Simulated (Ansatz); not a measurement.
## Electronic structure of AlGaAs2 in real space

```cif
data_structure
_symmetry_space_group_name_H-M 'P 1'
_symmetry_Int_Tables_number 1
_cell_length_a 4.0155
_cell_length_b 4.0155
_cell_length_c 5.6623
_cell_angle_alpha 90.000
_cell_angle_beta 90.000
_cell_angle_gamma 90.000
_cell_volume 91.30
loop_
_atom_site_label
_atom_site_type_symbol
_atom_site_fract_x
_atom_site_fract_y
_atom_site_fract_z
_atom_site_occupancy
Al1 Al 0.00000 0.00000 0.00000 1
As1 As 0.00000 0.50000 0.24927 1
Ga1 Ga 0.50000 0.50000 0.50000 1
As2 As 0.50000 0.00000 0.75073 1
```

Space group P-4m2; started from the ordered alloy on zincblende lattice prototype, which need not be the ambient phase.

Level of theory: DFT, PBEsol, plane waves, PAW (Ansatz).

The density is the valence pseudo-density of a PAW calculation; it isn't the true density close to the nuclei.

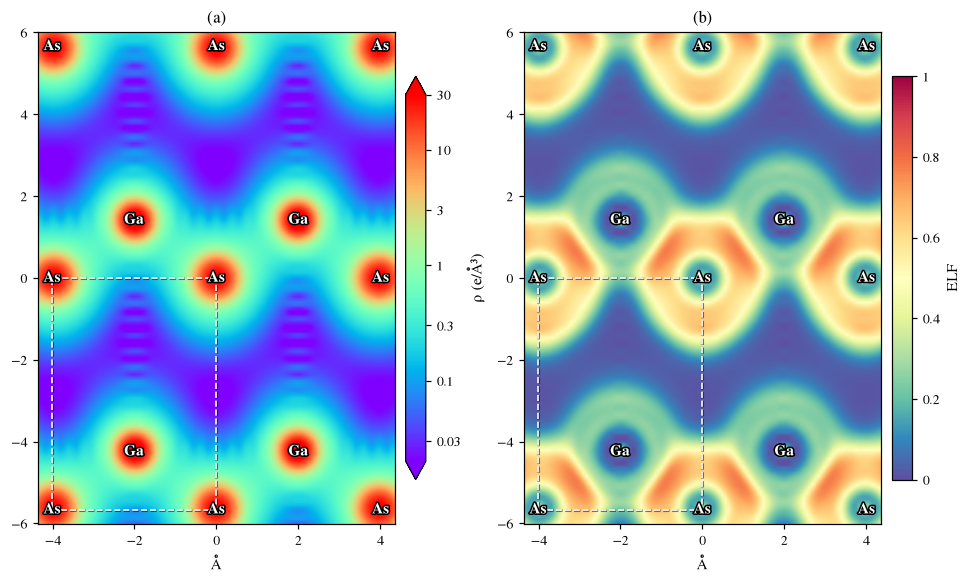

Figure 1. (a) valence pseudo-density; (b) ELF on the (010) plane of the conventional cell.

### Interpret the plot.

- Atoms in the plane: As and Ga.
- Ga–As (2.46 Å): the density is about 0.49 e/Å³ at the midpoint; the ELF peaks at about 0.80 between the atoms, as expected for a covalent bond.
- The density dies away to nearly zero in the voids.

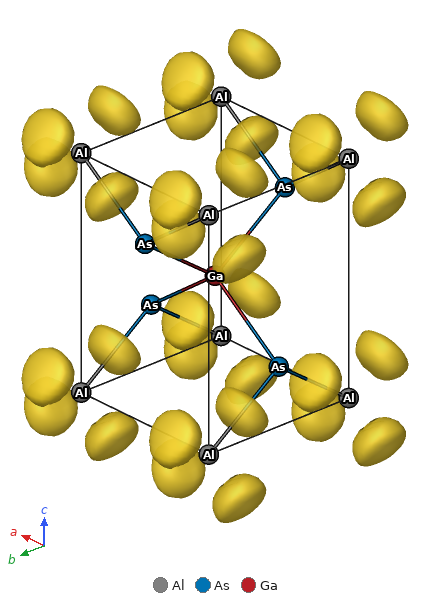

Figure 2. Isosurface of the electron localisation function at 0.8 (yellow), seen at an oblique angle. Core shells and regions of very low density are left out. Sticks mark near contacts.

### Identify the bonds, lone pairs and shells in this picture.

At this value the surface marks out four regions between bonded Al–As atoms (shared pairs), counted in one cell of 4 atoms. Any copies at cell faces, edges or corners count once.


Al–As (2.45 Å): the ELF peaks at about 0.95 between the atoms; localised, covalent bonding.

### Does the calculation give a band gap?

It is gapped, with a Kohn–Sham gap of 0.99 eV on the k-point mesh (the band edges may lie off the mesh, which would make the gap smaller).
